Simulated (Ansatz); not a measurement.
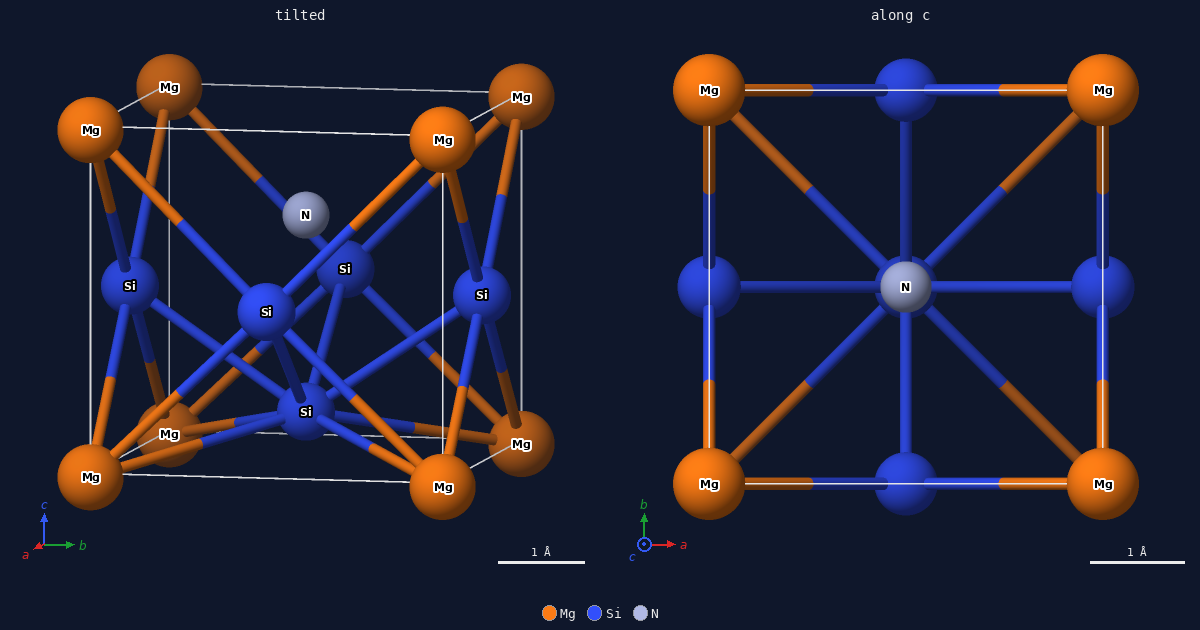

Drawn in the ball-and-stick manner and seen slightly off an axis and along the c axis. Thin lines show the conventional unit cell, with boundary atoms drawn in all their periodic places. Cell: a = 4.20 Å, b = 4.20 Å, c = 4.07 Å, α = 90.00°, β = 90.00°, γ = 90.00°.

Provenance: a structure type filled with these elements by a generator (whether the compound takes this form wasn't checked). Earlier steps of the study may have refined or changed the cell and positions. Ansatz was used for an electronic-structure calculation on it.

### What structure is drawn here?

The structure is one of MgSi3N. The symmetry is that of P4mm (No. 99), on a primitive tetragonal lattice. The cell has 5 atoms, namely 1 Mg, 3 Si, 1 N. With all contacts inside bonding distance counted, the coordination numbers are Mg 12, Si 6 to 9 (mean 7.0) and N 1.

Results below were computed with DFT PBE, scalar-relativistic, plane waves, PAW in Ansatz; the settings were an energy cutoff of 420 eV, a 10×10×10 mesh of k-points, Gaussian smearing of 0.1 eV, no spin polarisation.

### Classify it as metallic or gapped, with the value.

A metal: bands cross the Fermi level.

### Predict the Bader charges.

Mg +1.54 e; Si -0.05 to +0.39 e; N -1.83 e.

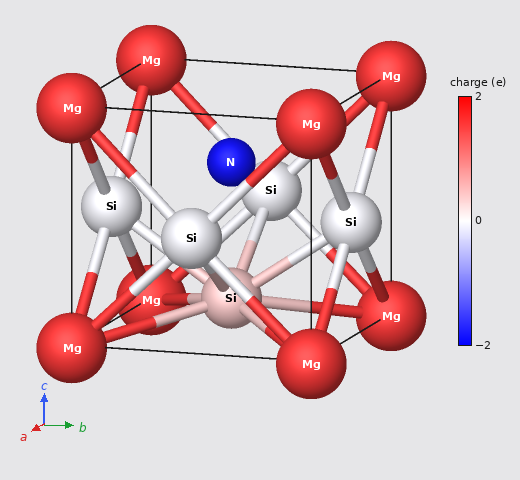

The atoms coloured by those charges. The run's cell of 5 atoms is drawn.

### Is the structure relaxed at this level of theory?

Yes. All forces vanish to within 0.01 eV/Å. The pressure is 0.0 GPa, close to zero.
